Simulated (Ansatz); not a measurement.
# Ta₂N: what the electrons do

Space group P-3m1. The cell comes from a database of computed structures, not from a measurement.

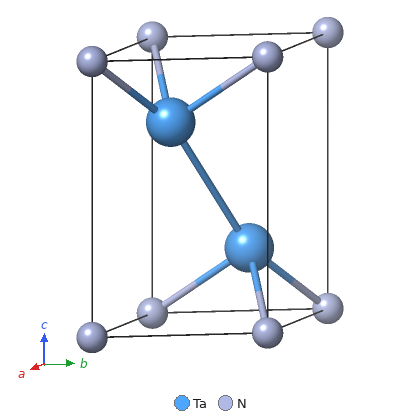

The conventional cell.

```
CELL_PARAMETERS angstrom
3.11286 0.00000 0.00000
-1.55643 2.69582 0.00000
0.00000 0.00000 4.86984
ATOMIC_POSITIONS crystal
Ta 0.66667 0.33333 0.74529
Ta 0.33333 0.66667 0.25471
N 0.00000 0.00000 0.00000
```

Level of theory: Ansatz, DFT PBE, scalar-relativistic, plane waves, PAW.

Core electrons are frozen (PAW), so the maps are meaningful between the atoms, not at the nuclei.

### 1. Bonding charge

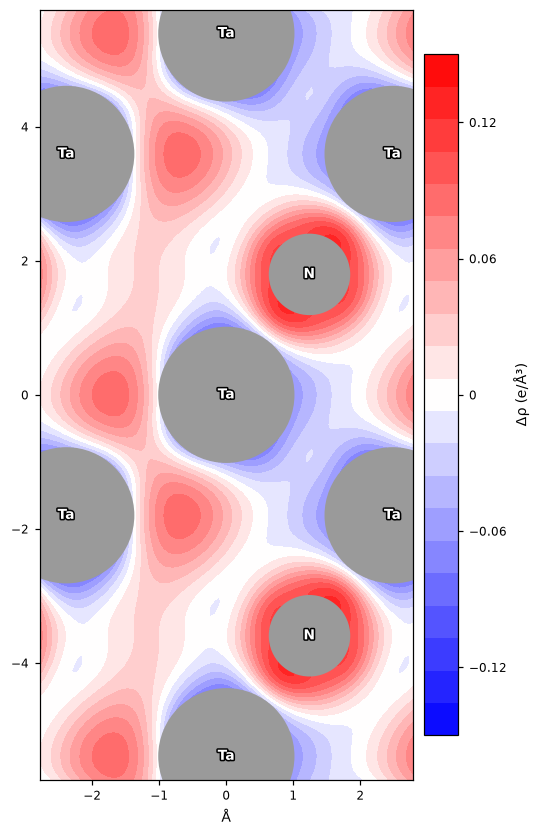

Density of the crystal less the sum of free-atom densities: a map on the (110) plane of the conventional cell, with grey discs over the atomic cores. Cores are masked to 1.0 Å (Ta) and 0.6 Å (N).

**What does the deformation density say about the bonding?**

N–Ta (2.18 Å): Δρ is about zero at the midpoint (close to a masked core, so read it with care). Ta–Ta (2.99 Å): Δρ is +0.03 e/Å³ at the midpoint. Over the whole cell, outside the masked cores, the largest gain lies at the edge of the masked core of N, and the largest loss lies at the edge of the masked core of Ta. The rearranged charge, half the integral of |Δρ|, is about 0.26 e an atom. Bader charges: Ta +0.89 and N −1.79 e.

### 2. States by energy

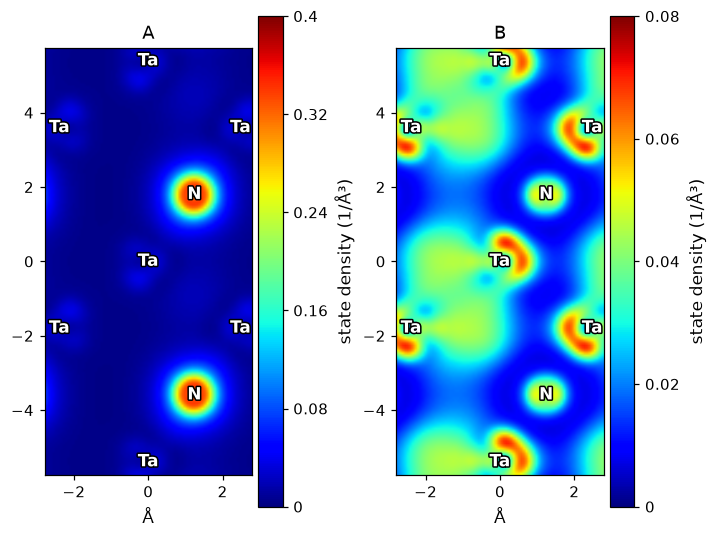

Ta₂N: densities of the states in two energy windows, on the (110) plane of the conventional cell.

**Match the panels to the energy ranges (zero at the Fermi level): −9.0 to −5.9 eV and −3.3 to −1.6 eV.**

Panel A: −9.0 to −5.9 eV, a separate group of bands, mainly N 2p (60 %) and Ta 5d (30 %).
Panel B: −3.3 to −1.6 eV, the middle third of the occupied valence band, mainly Ta 5d (80 %) and Ta 6s (10 %).
The characters are Löwdin shares on a minimal set of atomic orbitals.

### 3. Moving an atom

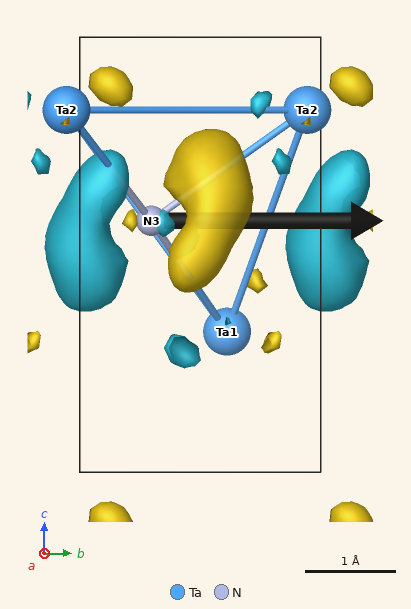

N3 was moved by 0.05 Å along [1 2 0] in the axes of the cell drawn (arrow, not to scale). Change of the density less the rigid motion of the neutral atom's own density: yellow surfaces at +0.008 and cyan ones at −0.008 e/Å³, in the cell of the calculation (origin moved) seen along the a axis.

**Describe the electronic response.**

About 0.05 e is rearranged in the cell. Outside the cores the largest gain, 0.02 e/Å³, lies 0.8 Å from a nitrogen nucleus and 1.4 Å from a tantalum one, and the largest loss, 0.02 e/Å³, lies 0.9 Å from a nitrogen nucleus and 1.4 Å from a tantalum one.

**What restoring force does the calculation give for this move?**

The force on it changes by 0.62 eV/Å along the move, against it: a stiffness of about 12 eV/Å² for this sublattice shift.

### 4. Change of volume

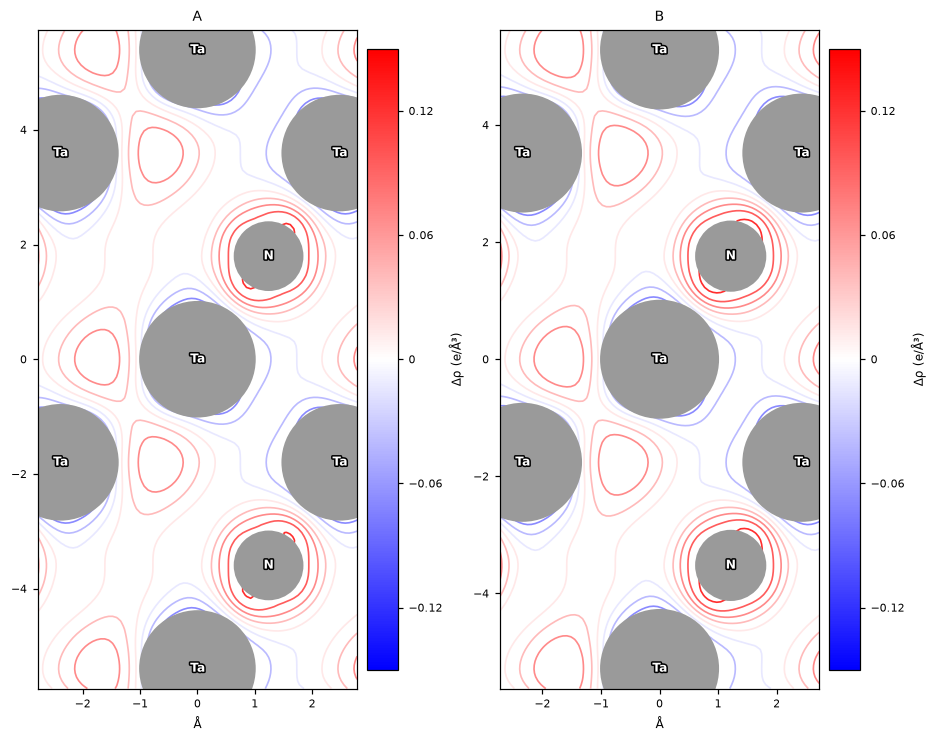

Ta₂N: deformation density on the (110) plane of the conventional cell at two volumes, with the same fractional coordinates and one colour scale. Grey discs cover the cores. Panel B has 94 % of the volume of panel A.

**What changes between the database cell and the scaled one?**

The pressure is −1 GPa in A and 18 GPa in B. Bader charges in A: Ta +0.89 and N −1.79 e; in B: Ta +0.89 and N −1.78 e. The rearranged charge is 0.26 e an atom in A and 0.26 e in B.

### 5. Putting it together

Charge passes from Ta (Pauling electronegativity 1.50) to N (3.04), the direction that the scale predicts; the Bader charges fall short of whole formal charges, as they usually do. The two pressures give a mean stiffness −ΔP/Δln V of about 315 GPa over this range, with the atoms held at their fractional positions.

Run times: 33 s (base cell), 5.1 s (state densities), 47 s (moved atom) and 32 s (scaled cell), on 2 threads of Arm Neoverse N1 (shared host).
